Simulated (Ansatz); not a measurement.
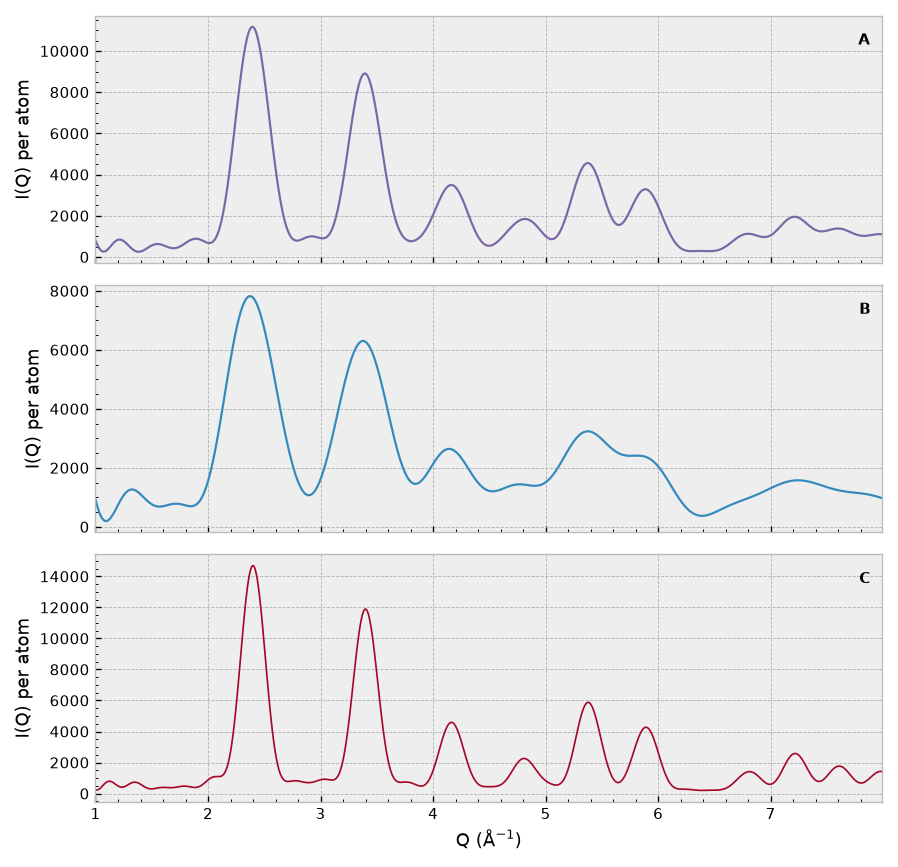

X-ray scattering of spheres cut from the crystal structure of W (Pm-3m, a = 2.610 Å, b = 2.610 Å, c = 2.610 Å, α = 90.00°, β = 90.00°, γ = 90.00°), calculated atom by atom with the Debye equation (B = 0.5 Å², no relaxation of the surface). Structure used: the input geometry of an electronic-structure calculation (not necessarily at equilibrium); the starting structure was generated, so it need not be a known form of this composition.

**The spheres are 14, 20 and 28 Å across. Which curve is which?**

curve A: 20 Å (251 atoms); curve B: 14 Å (81 atoms); curve C: 28 Å (619 atoms). Peak widths go roughly as 2π/D, so the largest sphere has the sharpest peaks.

**Index the main peaks of the largest sphere.**

Q ≈ 2.40 Å⁻¹: 100; Q ≈ 3.40 Å⁻¹: 110; Q ≈ 4.16 Å⁻¹: 111; Q ≈ 4.81 Å⁻¹: 200; Q ≈ 5.38 Å⁻¹: 210; Q ≈ 5.89 Å⁻¹: 211.
